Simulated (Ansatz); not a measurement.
## Run report: Ir, geometry relaxation (part 2 of 2)

The same run, continued: Ir (slab, 4 atoms in the cell); DFT r2SCAN, scalar-relativistic, plane waves, PAW, no spin polarisation (Ansatz 0.2.0); cutoff 500 eV, 12×12×1 k-mesh, Gaussian smearing of 0.1 eV. The structure derives from an entry of the Crystallography Open Database. The input holds or restrains some coordinates. Forces given for the steps count only the free coordinates. It belongs to a series of runs on one base structure; here: clean slab, lower half held.

Geometry of the input (Å; fractional positions):
```
2.7183  0.0000  0.0000
-1.3591  2.3541  0.0000
0.0000  0.0000  23.6584
Ir 0.6667  0.3333  0.3593
Ir 0.3333  0.6667  0.4531
Ir 0.0000  0.0000  0.5469
Ir 0.6667  0.3333  0.6407
```

## What the program printed, continued
```
SCF iter   1: F=—  HF=-47792.920411 eV  |F-HF|=—  |Δ(HF+E_count)|=         —  Δρ=4.78e-4  dr2=3.05e-3  dr2_τ=6.75e-3  ethr=3.29e-6  p=0.001 e·Å  D=1.21e-3 V/Å  ΔV_dip=-0.03 eV  dr2_dipole=1.48e-3  V_vac-E_F(+/−)=5.47/5.50 eV  ⟨swp⟩=2.7  Hψ=1619  notcnv=0  defer=11
efield: sawtooth ramp at fractional position 0.9800 (handed on by an earlier solve), width 0.0400; the density the first Hamiltonian is built on has a dipole p = 0.001 e·Å; the dipole correction subtracts the counter field D = 1.21e-3 V/Å, which shifts the + side's vacuum level by -0.03 eV against the − side's; the planar-averaged density in the ramp window peaks in size at 1.5e-5 e/Å³
preconditioner: auto → LDOS  [metal: Δε(μ)=0.085 eV  Ē_g=6.606 eV  σ=0.100 eV  W_gap=0.45  n_scr=16 (ndim 8)  ℏωp=18.1 eV  f_vac=0.567  D(μ)=4.40/eV (n_scr^D=16)  β→1.0]
SCF iter   2: F=—  HF=-47792.922972 eV  |F-HF|=—  |Δ(HF+E_count)|=   2.56e-3  Δρ=4.22e-4  dr2=7.79e-4  dr2_τ=3.45e-5  ethr=3.29e-6  p=-0.000 e·Å  D=-1.48e-4 V/Å  ΔV_dip=0.00 eV  dr2_dipole=1.98e-4  V_vac-E_F(+/−)=5.50/5.49 eV  ⟨swp⟩=2.0  Hψ=1227  notcnv=0  defer=11
SCF iter   3: F=—  HF=-47792.922865 eV  |F-HF|=—  |Δ(HF+E_count)|=   1.06e-4  Δρ=1.67e-4  dr2=7.07e-5  dr2_τ=5.21e-6  ethr=1.15e-6  p=0.000 e·Å  D=4.90e-4 V/Å  ΔV_dip=-0.01 eV  dr2_dipole=1.96e-5  V_vac-E_F(+/−)=5.48/5.49 eV  ⟨swp⟩=2.0  Hψ=1073  notcnv=0  defer=11
SCF iter   4: F=—  HF=-47792.922926 eV  |F-HF|=—  |Δ(HF+E_count)|=   6.01e-5  Δρ=5.29e-5  dr2=1.46e-5  dr2_τ=5.82e-7  ethr=1.04e-7  p=0.001 e·Å  D=8.68e-4 V/Å  ΔV_dip=-0.02 eV  dr2_dipole=1.27e-6  V_vac-E_F(+/−)=5.47/5.49 eV  ⟨swp⟩=2.1  Hψ=1137  notcnv=0  defer=11
SCF iter   5: F=—  HF=-47792.922923 eV  |F-HF|=—  |Δ(HF+E_count)|=   2.03e-6  Δρ=1.55e-5  dr2=6.61e-7  dr2_τ=5.46e-8  ethr=2.14e-8  p=0.001 e·Å  D=1.01e-3 V/Å  ΔV_dip=-0.02 eV  dr2_dipole=4.62e-8  V_vac-E_F(+/−)=5.47/5.50 eV  ⟨swp⟩=2.0  Hψ=1165  notcnv=0  defer=11
SCF iter   6: F=—  HF=-47792.922924 eV  |F-HF|=—  |Δ(HF+E_count)|=   1.13e-7  Δρ=7.13e-6  dr2=1.38e-7  dr2_τ=9.69e-9  ethr=1.47e-10  p=0.001 e·Å  D=1.08e-3 V/Å  ΔV_dip=-0.03 eV  dr2_dipole=1.69e-8  V_vac-E_F(+/−)=5.47/5.50 eV  ⟨swp⟩=17.8  Hψ=7358  notcnv=0
SCF iter   7: F=-47792.922924 eV  HF=-47792.922924 eV  |F-HF|=1.55e-8  |Δ(HF+E_count)|=   6.84e-8  Δρ=2.63e-6  dr2=1.29e-8  dr2_τ=1.13e-9  ethr=1.47e-10  p=0.001 e·Å  D=1.09e-3 V/Å  ΔV_dip=-0.03 eV  dr2_dipole=8.33e-10  V_vac-E_F(+/−)=5.47/5.50 eV  ⟨swp⟩=13.1  Hψ=6288  notcnv=0
SCF 4 converged in 7 iterations: F = -47792.922924 eV  dr2 = 1.29e-8
relax step   4: F+E_penalty+E_count = -47792.92292368 eV  Δ(F+E_penalty+E_count) = -1.323e-4 eV  max|allowed force component| = 9.449e-3 eV/Å  Δτ_max = 0.0057 Å  (7 SCF iters, accepted)
iter 1 solved again at ethr=1.88e-11 eV; its pass at ethr=3.10e-3 eV (dr2=1.28e-8 eV) is discarded
SCF iter   1: F=—  HF=-47792.922924 eV  |F-HF|=—  |Δ(HF+E_count)|=         —  Δρ=2.63e-6  dr2=1.29e-8  dr2_τ=1.13e-9  ethr=1.88e-11  p=0.001 e·Å  D=1.09e-3 V/Å  ΔV_dip=-0.03 eV  dr2_dipole=8.33e-10  V_vac-E_F(+/−)=5.47/5.50 eV  ⟨swp⟩=1.0  Hψ=2503  notcnv=0
efield: sawtooth ramp at fractional position 0.9800 (kept from the solve that this one continues, or follows in the run), width 0.0400; the density the first Hamiltonian is built on has a dipole p = 0.001 e·Å; the dipole correction subtracts the counter field D = 1.09e-3 V/Å, which shifts the + side's vacuum level by -0.03 eV against the − side's; the planar-averaged density in the ramp window peaks in size at 1.5e-5 e/Å³
preconditioner: auto → LDOS  [metal: Δε(μ)=0.084 eV  Ē_g=6.607 eV  σ=0.100 eV  W_gap=0.44  n_scr=16 (ndim 8)  ℏωp=18.1 eV  f_vac=0.567  D(μ)=4.38/eV (n_scr^D=16)  β→1.0]
SCF iter   2: F=-47792.922924 eV  HF=-47792.922924 eV  |F-HF|=1.09e-8  |Δ(HF+E_count)|=   2.55e-8  Δρ=1.53e-6  dr2=1.46e-8  dr2_τ=3.84e-10  ethr=1.88e-11  p=0.001 e·Å  D=1.09e-3 V/Å  ΔV_dip=-0.03 eV  dr2_dipole=3.28e-10  V_vac-E_F(+/−)=5.47/5.50 eV  ⟨swp⟩=12.3  Hψ=5948  notcnv=0
SCF 5 converged in 2 iterations: F = -47792.922924 eV  dr2 = 1.46e-8
```

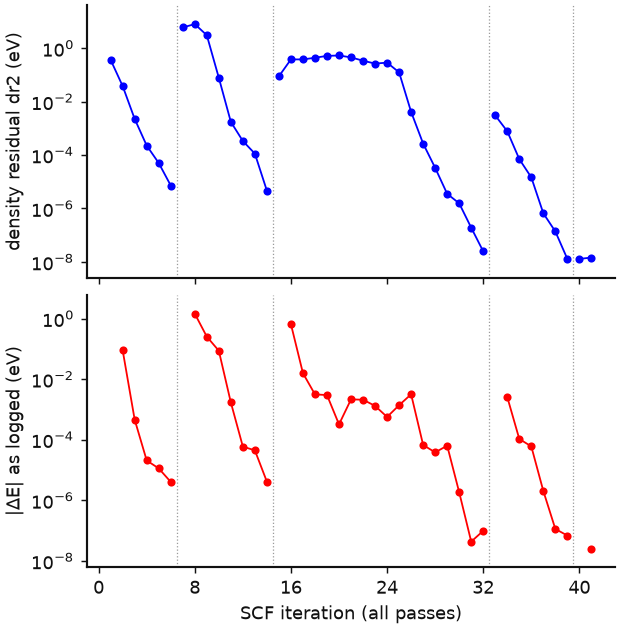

**Figure 1.** Convergence of the self-consistent field: density residual dr2 and size of the energy change against the SCF iteration. Dotted lines part the SCF passes that the log prints in full.

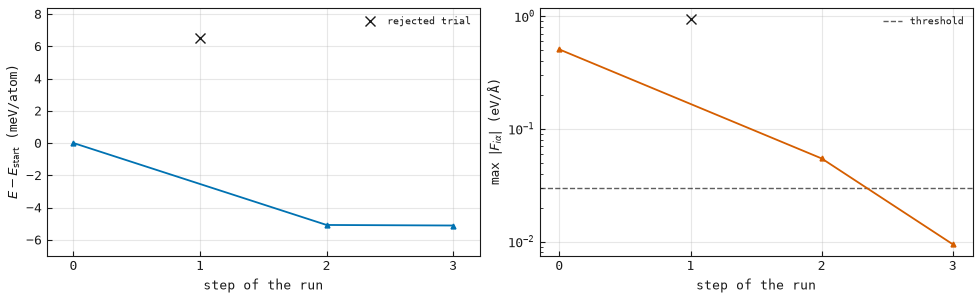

**Figure 2.** Progress of the restrained relaxation, step by step (the first geometry is step 0 here and step 1 in the log).

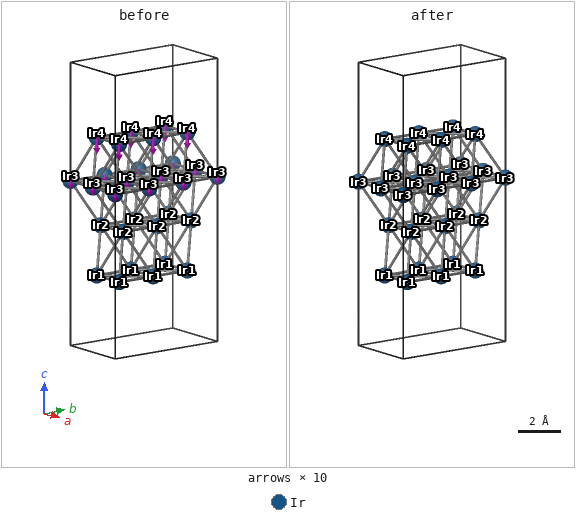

**Figure 3.** Before (left) and after (right) the restrained relaxation, at one scale (ball-and-stick view of the 2 × 3 repeat of the cell, with the vacuum cut short, seen slightly off an axis). The pink arrows give the displacements, magnified 10 times. After 3 geometry steps the energy has fallen by 5.1 meV per atom. Largest force component: 0.51 eV/Å at the start, 0.0094 eV/Å at the end. The line search rejected the trial step at point 1 (counted from 0) and went back. The atom that moves furthest is Ir4 (0.081 Å). The cell doesn't change. Distances before and after: Ir3–Ir4 2.718 → 2.684 Å, Ir2–Ir3 2.718 → 2.686 Å. (Atoms are counted from 1 in the order of the input.)

```
WARN: The output density's exchange-correlation potential varies sharply where the density is thin. Do not read a vacuum level from v_tot or v_xc, or from such a field of the output density. On a cell that repeats whose density bears no net charge and no dipole along the vacuum's axis use v_es (v_loc + v_h of the components); under efield.dipole_correction with no amplitude use v_es + v_field, which holds any external_charges[].barrier, or the levels of the report's work_function block, which leave it out; under a non-zero efield.amplitude the vacuum is tilted and has no level; on a cell that repeats and bears such a dipole with no correction it is tilted too, and efield.dipole_correction with no amplitude gives each side of its ramp a level where efield: is served; in a cell that repeats whose density bears a net charge (total_charge, or a fill off its count) it is curved and has none; of a slab under crystal.periodic whose density bears no net charge use v_es, which has a level on each side, short of where the two are joined; of another it falls or rises all the way out and has none; of a slab beside external_charges read slab_vacuum_level instead, which it has where they leave it neutral. The grid or the basis barely resolves most such structure, and the values can differ between equally converged runs; as a rule a tighter scf.convergence.dr2_threshold does not remove it. Where the density itself ripples (under the LDA too) a higher basis.ecutwfc lessens it. The files hold the spikes' plane waves up to the density's cutoff. Files: v_tot_of_output_density and the like, and their columns of v_z.tsv (output.write_potential); v_xc_of_output_density and the like, and their columns of v_comp_z.tsv (output.write_potential_components). Measured: with its Gaussian average of σ = 0.25 Å subtracted twice, the exchange-correlation potential is over 0.1 eV at 2742 of the grid points where the equally averaged density (valence and model cores) is under 1e-3 e/Å³, and 0.609 eV at the most among them, at an averaged density of 5.5e-9 e/Å³. The input density's (outcome.potential() and, of a run that writes arrays, v_tot and v_xc) is over 0.1 eV, so measured, at 82 points of its own thin density, 0.183 eV at the most. See output.write_potential in the manual, Limitations
SCF converged after 2 iterations
Free energy (F): -47792.922924 eV
Harris-Foulkes:  -47792.922924 eV  (|F-HF|=1.09e-8)
Internal energy: -47792.901018 eV  (E = F + TS)
E sigma→0 (E₀):  -47792.911971 eV
Entropy (-TS):   -0.021906 eV (-5.477 meV/atom)
Fermi energy:    6.105253 eV
Dipole field:    D = 0.001121 V/Å  (p = 0.000938 e·Å, saw-weighted, corrected)
Work function:   Φ+ = 5.4689 eV   Φ− = 5.4954 eV
Levels:          The Fermi level and band energies are counted from a zero that moves with the ramp; work functions are not
--- Per-component energies (eV) ---
  E_band       = -1706.426598
  E_kinetic    = 2487.683177
  E_local      = -108849.707848  (includes V_loc(G=0)·N_el)
  E_nonlocal   = 297.107600
  E_hartree    = 53281.711283
  E_xc         = -1017.956890
  E_vxc        = -1328.944159  (∫ρ·V_xc dr)
  E_paw        = -36998.785723  (= ΣΔE_a)
  E_vpaw       = -958.845665  (= ΣTr[D̂ρ^β])
  E_aug_tail   = -0.000048  (compensation charges beyond the density's cutoff)
  E_vtau       = 82.876221  (kinetic-family band-sum trace: ∫τ·v_τ [+ j·A + Jᵃ·Aᵃ] dr)
  E_efield     = 0.000001  (sawtooth field / dipole correction)
  E_vefield    = 0.002308  (∫n·V_field dr)
  E_ewald      = 43008.315006
  E_core_change = -1.267574  (= ΣΔE_core)
  E_smearing   = -0.021906  (= −TS)
  E_closure    = 0.000000  (closes the sum)
  Σ components = -47792.922924   (vs F -47792.922924, Δ=0.00e0)
--- Forces (eV/Å), atoms counted from 1 ---
  atom   1  Ir     0.00000000    -0.00000000     0.42499582
  atom   2  Ir    -0.00000000    -0.00000000    -0.41980123
  atom   3  Ir     0.00000000     0.00000000    -0.00938845
  atom   4  Ir     0.00000000     0.00000000     0.00421794
  max |Σ_I F_I| component: 2.41e-5 eV/Å
--- Band table (eV; the first three rows and the last of 19) ---
  k-point 0: bands = ["-88.9567", "-88.8835", "-88.2998", "-88.2571", "-45.5229", "-45.0854", "-44.8799", "-44.8799", "-44.7898", "-44.7898", "-44.4284", "-44.3678", "-44.2581", "-44.2581", "-44.2185", "-44.2185", "-4.8463", "-3.2594", "-2.0928", "-1.9841", "1.9876", "2.0345", "2.0345", "2.0758", "2.2178", "2.2178", "2.8840", "2.8840", "2.9878", "3.0706", "3.0706", "4.7765", "4.7765", "5.1600", "5.1600", "5.3959", "6.1519", "6.1519", "6.3791", "6.9046", "6.9046"]
  k-point 1: bands = ["-88.9530", "-88.8806", "-88.2966", "-88.2538", "-45.5099", "-45.0930", "-44.9151", "-44.8920", "-44.8354", "-44.7990", "-44.4230", "-44.3656", "-44.3001", "-44.2683", "-44.2609", "-44.2288", "-4.5661", "-2.9847", "-1.8244", "-1.6996", "1.6210", "1.7961", "1.8835", "2.2559", "2.3838", "2.4366", "2.6809", "2.7352", "3.0734", "3.1223", "3.2814", "4.5392", "4.6028", "4.6939", "5.1826", "5.2215", "5.6456", "6.1508", "6.9253", "7.0234", "8.2563"]
  k-point 2: bands = ["-88.9428", "-88.8726", "-88.2877", "-88.2449", "-45.4752", "-45.1395", "-44.9939", "-44.9464", "-44.9249", "-44.8244", "-44.4246", "-44.4026", "-44.3801", "-44.3527", "-44.2961", "-44.2568", "-3.7940", "-2.2687", "-1.1608", "-0.9550", "0.9731", "1.3153", "1.4205", "2.3302", "2.3587", "2.5783", "2.7195", "2.8950", "3.0551", "3.5453", "3.8594", "3.8674", "4.1499", "4.5415", "4.7768", "5.2542", "6.1452", "6.1941", "6.9746", "8.1982", "9.9069"]
  k-point 18: bands = ["-88.8936", "-88.8350", "-88.2452", "-88.2023", "-45.3884", "-45.3747", "-45.3696", "-45.2221", "-45.1056", "-45.0714", "-44.6962", "-44.6689", "-44.6560", "-44.6338", "-44.3761", "-44.3177", "-0.2769", "-0.2765", "-0.2704", "0.4745", "0.5869", "0.8250", "1.0027", "2.0127", "2.0340", "2.9326", "2.9489", "2.9937", "2.9959", "4.1755", "4.6622", "4.7179", "5.9272", "6.4489", "6.5659", "6.5693", "11.9699", "12.0849", "12.0874", "12.9935", "14.0611"]
--- Relaxed structure (4 steps of the walk, 3 accepted, 0 SCFs on fresh bases) ---
  F+E_penalty+E_count = -47792.92292368 eV   max|allowed force component| = 9.449e-3 eV/Å
  atoms:
    - { symbol: Ir, position: [0.6666666666666666, 0.33333333333333337, 0.35928041380000003] }
    - { symbol: Ir, position: [0.3333333333333333, 0.6666666666666667, 0.45309347130000005] }
    - { symbol: Ir, position: [-2.474831157802166e-17, -1.8503717076008884e-17, 0.5452313708836138] }
    - { symbol: Ir, position: [0.6666666666666666, 0.33333333333333337, 0.6372772066144576] }
```

## Trajectory as extended XYZ (Å, eV, eV/Å), 4 frames, from step=1 to step=4
```
4
Lattice="2.7183 0.0000 0.0000 -1.3591 2.3541 0.0000 0.0000 0.0000 23.6584" Properties=species:S:1:pos:R:3:forces:R:3 step=1 energy=-47792.90246
Ir    1.3591    0.7847    8.5000    0.0000   0.0000   0.5069
Ir    0.0000    1.5694   10.7195    0.0000   0.0000  -0.0402
Ir    0.0000    0.0000   12.9389    0.0000   0.0000   0.0402
Ir    1.3591    0.7847   15.1584    0.0000   0.0000  -0.5069
4
Lattice="2.7183 0.0000 0.0000 -1.3591 2.3541 0.0000 0.0000 0.0000 23.6584" Properties=species:S:1:pos:R:3:forces:R:3 step=2 energy=-47792.87630 accepted=F
Ir    1.3591    0.7847    8.5000    0.0000   0.0000   0.3124
Ir    0.0000    1.5694   10.7195    0.0000   0.0000  -1.0517
Ir    0.0000    0.0000   12.8499    0.0000   0.0000  -0.2086
Ir    1.3591    0.7847   14.9635    0.0000   0.0000   0.9482
4
Lattice="2.7183 0.0000 0.0000 -1.3591 2.3541 0.0000 0.0000 0.0000 23.6584" Properties=species:S:1:pos:R:3:forces:R:3 step=3 energy=-47792.92279
Ir    1.3591    0.7847    8.5000    0.0000   0.0000   0.4213
Ir    0.0000    1.5694   10.7195    0.0000   0.0000  -0.4415
Ir    0.0000    0.0000   12.8977    0.0000   0.0000  -0.0344
Ir    1.3591    0.7847   15.0713    0.0000   0.0000   0.0546
4
Lattice="2.7183 0.0000 0.0000 -1.3591 2.3541 0.0000 0.0000 0.0000 23.6584" Properties=species:S:1:pos:R:3:forces:R:3 step=4 energy=-47792.92292
Ir    1.3591    0.7847    8.5000    0.0000   0.0000   0.4250
Ir    0.0000    1.5694   10.7195    0.0000   0.0000  -0.4198
Ir    0.0000    0.0000   12.8993    0.0000   0.0000  -0.0094
Ir    1.3591    0.7847   15.0770    0.0000   0.0000   0.0042
```

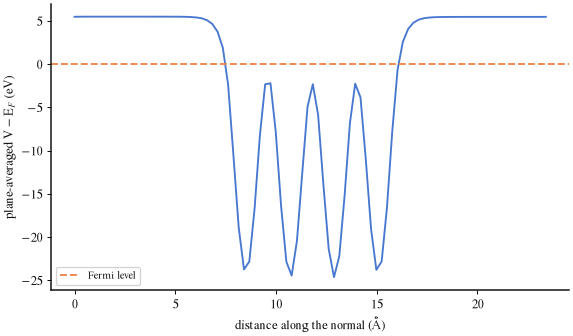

**Figure 4.** Plane average of the electrostatic potential energy of an electron across the cell, from the Fermi level. The vacuum level lies 5.47 eV above the Fermi level on the upper side and 5.50 eV on the lower.

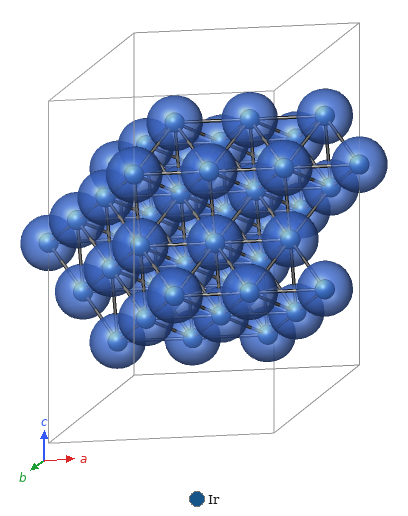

**Figure 5.** Isosurface of the valence pseudo-density at 0.8 e/Å³ (blue), seen at an oblique angle. Sticks mark near contacts. At this value the density breaks into separate islands; it holds about 75 % of the electrons treated as valence (semicore included). It is pinched off along the Ir–Ir (2.68 Å) contacts. On the grid the lowest density along these lines, outside the cores, is 0.47 e/Å³ (Ir–Ir, 2.68 Å). Core electrons are frozen (PAW), so the fields are smoothed inside the atomic spheres.

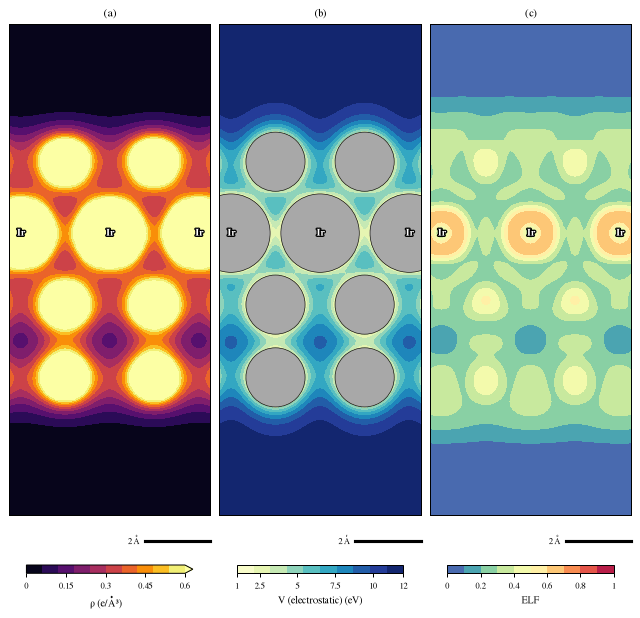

**Figure 6.** (a) valence charge density (pseudo); (b) electrostatic potential (local pseudopotential plus Hartree) felt by an electron; (c) electron localisation function on the (100) plane of the calculation cell, a cut from vacuum to vacuum. Grey discs, where drawn, cover atomic cores. The section cuts through Ir sites. The density dies away to nearly zero in the vacuum. The strong features right at Ir lie inside the PAW spheres (semicore, d or f shells) and say nothing about bonding.
